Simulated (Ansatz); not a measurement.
# Black phosphorus under LDA: convergence with the plane-wave cutoff, part 2 of 2

Aim: find which plane-wave cutoff is enough for energy and pressure. The geometry was relaxed under LDA beforehand and stays fixed; 9 values are run, from 150 to 800 eV. Wanted are the values from which on the energy stays within 10 and 1 meV/atom, and the pressure within 0.5 GPa, of the last run. Within the series other settings stay, but some runs also write fields, which adds to their time. Spin polarisation is left out.

Ansatz 0.2.0; DFT LDA, plane waves with PAW, scalar-relativistic. The steps go on from the part before.

## Step 7: With a cutoff of 350 eV

The run at 350 eV.

The input, input.yaml:

```yaml
crystal:
  lattice:
    - [1.6761948657, -5.039075298, 0.0]
    - [1.6761948657, 5.039075298, 0.0]
    - [0.0, 0.0, 4.0387457901]
  atoms:
    - { symbol: P, position: [0.1075544155, 0.8924455845, 0.932321034] }
    - { symbol: P, position: [0.6075544155, 0.3924455845, 0.567678966] }
    - { symbol: P, position: [0.8924455845, 0.1075544155, 0.067678966] }
    - { symbol: P, position: [0.3924455845, 0.6075544155, 0.432321034] }
hamiltonian:
  xc: lda
  pseudopotentials:
    kind: paw
    azcp:
      P: "pseudopotentials/P.paw.azcp"
basis:
  ecutwfc: 350
  fft_grid_basis: typed
kpoints:
  mp_grid: { grid: [10, 10, 8], shift: [0, 0, 0] }
magnetization:
  spin_polarized: false
scf:
  occupations: { method: fermi_dirac, width: 0.05 }
  lower_state_search: "off"
output:
  stress: true
```

On the command line:

```sh
ansatz run input.yaml --threads 2 --pin off --max-ram 5120MiB --backend cpu --events-out ev --progress --plain --runs-dir out
```

The program printed, cut to the lines that bear on the results:

```text
Warning: basis.ecutwfc = 350 eV is below the records' recommended 420 eV, and the density's cutoff is lower with it unless basis.ecutrho_ratio is high enough to keep the records' density cutoff: compare with a run at a higher cutoff
Warning: <dir> the record states the generating functional pbe (its physics header spells it `PBE`), which answers neither for hamiltonian.xc's functional nor for the lda family's — results may be inconsistent (PPs are generated against a specific XC)
Warning: RAYON_NUM_THREADS=2 ignored (pool sized by the plan → 2); use --threads N
[...]
Pseudopotentials: kind: paw
Pseudopotential: P, paw, valence charge 5, recommended cutoff 420 eV (normal), <dir>
Functional definition: SPW92
[...]
Crystal: 4 atoms, lattice volume = 68.226 Å³
Basis set: ecut = 350 eV, 1011 PW (Γ)
Bands: 14, of which v1, the nominal top of the filled ones, is band 10 counted from 1 (9 counted from 0)
Symmetry: 8 space group operations
Space group: Cmce (ITA 64), of the structure as read, at distance tolerance 4.1e-5 Å
k-points: 155 of 800
[...]
SCF iter   1: F=—  HF=-2903.797341 eV  |F-HF|=—  |Δ(HF+E_count)|=         —  Δρ=5.28e-3  dr2=1.25e-2  ethr=1.77e-3  ⟨swp⟩=7.6  Hψ=15765  notcnv=0
[...]
SCF iter   6: F=-2903.794933 eV  HF=-2903.794933 eV  |F-HF|=1.76e-8  |Δ(HF+E_count)|=   1.06e-8  Δρ=3.83e-6  dr2=2.46e-8  ethr=5.00e-10  ⟨swp⟩=5.0  Hψ=7912  notcnv=0
[...]
SCF converged after 6 iterations
Free energy (F): -2903.794933 eV
[...]
E sigma→0 (E₀):  -2903.793447 eV
Entropy (-TS):   -0.002972 eV (-0.743 meV/atom)
Fermi energy:    8.787989 eV
[...]
--- Stress (GPa, compression-positive) ---
       -1.308619       0.000000       0.000000
        0.000000       0.855431       0.000000
        0.000000       0.000000      -0.000922
  P = ⅓ Tr σ = -0.1514 GPa (-1.514 kbar)
```

Wall time 3.8 s (2 threads of Arm Neoverse V1, shared host); peak memory 0.36 GiB.

## Step 8: With a cutoff of 420 eV

The run at 420 eV.

Changes to input.yaml since step 7:

```diff
@@ -17,3 +17,3 @@
 basis:
-  ecutwfc: 350
+  ecutwfc: 420
   fft_grid_basis: typed
```

On the command line:

```sh
ansatz run input.yaml --threads 2 --pin off --max-ram 5120MiB --backend cpu --events-out ev --progress --plain --runs-dir out
```

The program printed, cut to the lines that bear on the results:

```text
Warning: <dir> the record states the generating functional pbe (its physics header spells it `PBE`), which answers neither for hamiltonian.xc's functional nor for the lda family's — results may be inconsistent (PPs are generated against a specific XC)
Warning: RAYON_NUM_THREADS=2 ignored (pool sized by the plan → 2); use --threads N
[...]
[... 3 set-up lines as earlier in the session ...]
[...]
Crystal: 4 atoms, lattice volume = 68.226 Å³
Basis set: ecut = 420 eV, 1337 PW (Γ)
Bands: 14, of which v1, the nominal top of the filled ones, is band 10 counted from 1 (9 counted from 0)
[... 2 set-up lines as earlier in the session ...]
k-points: 155 of 800
[...]
SCF iter   1: F=—  HF=-2903.833805 eV  |F-HF|=—  |Δ(HF+E_count)|=         —  Δρ=5.41e-3  dr2=1.29e-2  ethr=1.77e-3  ⟨swp⟩=7.6  Hψ=15839  notcnv=0
[...]
SCF iter   6: F=-2903.831320 eV  HF=-2903.831320 eV  |F-HF|=1.85e-8  |Δ(HF+E_count)|=   7.53e-9  Δρ=3.81e-6  dr2=2.55e-8  ethr=5.00e-10  ⟨swp⟩=5.0  Hψ=7902  notcnv=0
[...]
SCF converged after 6 iterations
Free energy (F): -2903.831320 eV
[...]
E sigma→0 (E₀):  -2903.829833 eV
Entropy (-TS):   -0.002974 eV (-0.744 meV/atom)
Fermi energy:    8.786790 eV
[...]
--- Stress (GPa, compression-positive) ---
       -1.324518       0.000000       0.000000
        0.000000       0.831066       0.000000
        0.000000       0.000000      -0.025607
  P = ⅓ Tr σ = -0.1730 GPa (-1.730 kbar)
```

Wall time 4.6 s (2 threads of Arm Neoverse V1, shared host); peak memory 0.39 GiB.

## Step 9: With a cutoff of 500 eV

The run at 500 eV.

Changes to input.yaml since step 8:

```diff
@@ -17,3 +17,3 @@
 basis:
-  ecutwfc: 420
+  ecutwfc: 500
   fft_grid_basis: typed
```

On the command line:

```sh
ansatz run input.yaml --threads 2 --pin off --max-ram 5120MiB --backend cpu --events-out ev --progress --plain --runs-dir out
```

The program printed, cut to the lines that bear on the results:

```text
Warning: <dir> the record states the generating functional pbe (its physics header spells it `PBE`), which answers neither for hamiltonian.xc's functional nor for the lda family's — results may be inconsistent (PPs are generated against a specific XC)
Warning: RAYON_NUM_THREADS=2 ignored (pool sized by the plan → 2); use --threads N
[...]
[... 3 set-up lines as earlier in the session ...]
[...]
Crystal: 4 atoms, lattice volume = 68.226 Å³
Basis set: ecut = 500 eV, 1743 PW (Γ)
Bands: 14, of which v1, the nominal top of the filled ones, is band 10 counted from 1 (9 counted from 0)
[... 2 set-up lines as earlier in the session ...]
k-points: 155 of 800
[...]
SCF iter   1: F=—  HF=-2903.836330 eV  |F-HF|=—  |Δ(HF+E_count)|=         —  Δρ=5.45e-3  dr2=1.29e-2  ethr=1.77e-3  ⟨swp⟩=7.6  Hψ=15791  notcnv=0
[...]
SCF iter   6: F=-2903.833889 eV  HF=-2903.833889 eV  |F-HF|=1.61e-8  |Δ(HF+E_count)|=  6.96e-11  Δρ=3.70e-6  dr2=2.33e-8  ethr=5.00e-10  ⟨swp⟩=5.0  Hψ=7855  notcnv=0
[...]
SCF converged after 6 iterations
Free energy (F): -2903.833889 eV
[...]
E sigma→0 (E₀):  -2903.832402 eV
Entropy (-TS):   -0.002974 eV (-0.744 meV/atom)
Fermi energy:    8.786651 eV
[...]
--- Stress (GPa, compression-positive) ---
       -1.331658       0.000000       0.000000
        0.000000       0.824750       0.000000
        0.000000       0.000000      -0.030727
  P = ⅓ Tr σ = -0.1792 GPa (-1.792 kbar)
```

Wall time 6.1 s (2 threads of Arm Neoverse V1, shared host); peak memory 0.42 GiB.

## Step 10: With a cutoff of 600 eV

The run at 600 eV.

Changes to input.yaml since step 9:

```diff
@@ -17,3 +17,3 @@
 basis:
-  ecutwfc: 500
+  ecutwfc: 600
   fft_grid_basis: typed
@@ -28 +28,5 @@
   stress: true
+  write_density: true
+  write_potential: true
+  elf: true
+  volumetric_format: npy
```

On the command line:

```sh
ansatz run input.yaml --threads 2 --pin off --max-ram 5120MiB --backend cpu --events-out ev --progress --plain --runs-dir out
```

The program printed, cut to the lines that bear on the results:

```text
Warning: <dir> the record states the generating functional pbe (its physics header spells it `PBE`), which answers neither for hamiltonian.xc's functional nor for the lda family's — results may be inconsistent (PPs are generated against a specific XC)
Warning: RAYON_NUM_THREADS=2 ignored (pool sized by the plan → 2); use --threads N
[...]
[... 3 set-up lines as earlier in the session ...]
[...]
Crystal: 4 atoms, lattice volume = 68.226 Å³
Basis set: ecut = 600 eV, 2295 PW (Γ)
Bands: 14, of which v1, the nominal top of the filled ones, is band 10 counted from 1 (9 counted from 0)
[... 2 set-up lines as earlier in the session ...]
k-points: 155 of 800
[...]
SCF iter   1: F=—  HF=-2903.837774 eV  |F-HF|=—  |Δ(HF+E_count)|=         —  Δρ=5.47e-3  dr2=1.29e-2  ethr=1.77e-3  ⟨swp⟩=7.6  Hψ=15825  notcnv=0
[...]
SCF iter   6: F=-2903.835374 eV  HF=-2903.835375 eV  |F-HF|=1.72e-8  |Δ(HF+E_count)|=   4.22e-9  Δρ=3.77e-6  dr2=2.44e-8  ethr=5.00e-10  ⟨swp⟩=12.6  Hψ=18392  notcnv=0
[...]
SCF converged after 6 iterations
Free energy (F): -2903.835374 eV
[...]
E sigma→0 (E₀):  -2903.833887 eV
Entropy (-TS):   -0.002974 eV (-0.744 meV/atom)
Fermi energy:    8.786591 eV
[...]
--- Stress (GPa, compression-positive) ---
       -1.334941       0.000000       0.000000
        0.000000       0.822017       0.000000
        0.000000       0.000000      -0.032780
  P = ⅓ Tr σ = -0.1819 GPa (-1.819 kbar)
--- Band table (eV; the first three rows and the last of 155) ---
  k-point 0: bands = ["-7.3639", "-3.7721", "-0.1872", "1.2724", "3.5686", "4.4628", "4.7882", "5.9122", "5.9773", "7.4657", "9.8597", "10.0421", "10.4864", "12.3142"]
[...]
```

Wall time 11 s (2 threads of Arm Neoverse V1, shared host); peak memory 0.49 GiB.

## Step 11: With a cutoff of 800 eV

The run at 800 eV.

Changes to input.yaml since step 10:

```diff
@@ -17,3 +17,3 @@
 basis:
-  ecutwfc: 600
+  ecutwfc: 800
   fft_grid_basis: typed
@@ -28,5 +28 @@
   stress: true
-  write_density: true
-  write_potential: true
-  elf: true
-  volumetric_format: npy
```

On the command line:

```sh
ansatz run input.yaml --threads 2 --pin off --max-ram 5120MiB --backend cpu --events-out ev --progress --plain --runs-dir out
```

The program printed, cut to the lines that bear on the results:

```text
Warning: <dir> the record states the generating functional pbe (its physics header spells it `PBE`), which answers neither for hamiltonian.xc's functional nor for the lda family's — results may be inconsistent (PPs are generated against a specific XC)
Warning: RAYON_NUM_THREADS=2 ignored (pool sized by the plan → 2); use --threads N
[...]
[... 3 set-up lines as earlier in the session ...]
[...]
Crystal: 4 atoms, lattice volume = 68.226 Å³
Basis set: ecut = 800 eV, 3503 PW (Γ)
Bands: 14, of which v1, the nominal top of the filled ones, is band 10 counted from 1 (9 counted from 0)
[... 2 set-up lines as earlier in the session ...]
k-points: 155 of 800
[...]
SCF iter   1: F=—  HF=-2903.837955 eV  |F-HF|=—  |Δ(HF+E_count)|=         —  Δρ=5.47e-3  dr2=1.29e-2  ethr=1.77e-3  ⟨swp⟩=7.7  Hψ=15880  notcnv=0
[...]
SCF iter   6: F=-2903.835580 eV  HF=-2903.835580 eV  |F-HF|=1.89e-8  |Δ(HF+E_count)|=   1.03e-8  Δρ=3.89e-6  dr2=2.64e-8  ethr=5.00e-10  ⟨swp⟩=5.1  Hψ=7916  notcnv=0
[...]
SCF converged after 6 iterations
Free energy (F): -2903.835580 eV
[...]
E sigma→0 (E₀):  -2903.834093 eV
Entropy (-TS):   -0.002974 eV (-0.744 meV/atom)
Fermi energy:    8.786573 eV
[...]
--- Stress (GPa, compression-positive) ---
       -1.335778       0.000000       0.000000
        0.000000       0.821321       0.000000
        0.000000       0.000000      -0.033549
  P = ⅓ Tr σ = -0.1827 GPa (-1.827 kbar)
```

Wall time 11 s (2 threads of Arm Neoverse V1, shared host); peak memory 0.59 GiB.

## Step 12: All values side by side

Energies count from the run at 800 eV.

| cutoff (eV) | plane waves at Γ | E(σ → 0) (meV/atom) | P (GPa) | SCF cycles | CPU time |
| --- | --- | --- | --- | --- | --- |
| 150 | 289 | 1802.73 | 2.44 | 6 | 4.2 s |
| 200 | 425 | 647.62 | -0.51 | 6 | 3.5 s |
| 250 | 619 | 205.82 | -0.56 | 6 | 7.4 s |
| 300 | 809 | 52.97 | -0.19 | 6 | 6 s |
| 350 | 1011 | 10.16 | -0.15 | 6 | 7.2 s |
| 420 | 1337 | 1.07 | -0.17 | 6 | 9 s |
| 500 | 1743 | 0.42 | -0.18 | 6 | 11 s |
| 600 | 2295 | 0.05 | -0.18 | 6 | 22 s |
| 800 | 3503 | 0.00 | -0.18 | 6 | 21 s |

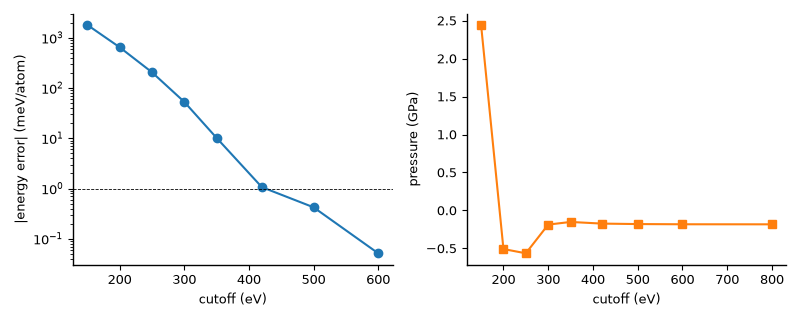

Energy and pressure against the plane-wave cutoff; the dashed line marks 1 meV/atom.

## Step 13: Results

The summary covers parts 1 to 2.

| quantity | value |
| --- | --- |
| E(σ → 0) stays within 10 meV/atom of 800 eV | from 420 eV on |
| E(σ → 0) stays within 1 meV/atom | from 500 eV on |
| pressure stays within 0.5 GPa | from 200 eV on |
| pressure at 800 eV | -0.18 GPa |
| CPU time, dearest over cheapest | 6.4 |
| run at the usual settings (mesh 9×9×7 against the series' 10×10×8, 420 eV) | +0.7 meV/atom from 800 eV, -0.13 GPa |

**Reading.** The far end, 150 eV, lies +1803 meV/atom and +2.6 GPa from the yardstick. The energy falls at each step up in cutoff, as the variational principle asks. Total energies within 1 meV/atom need 500 eV; differences between like structures often settle sooner. The cell taken over is 10 % smaller than the measured one (19.03 Å³/atom, COD), which weighs on all values here.
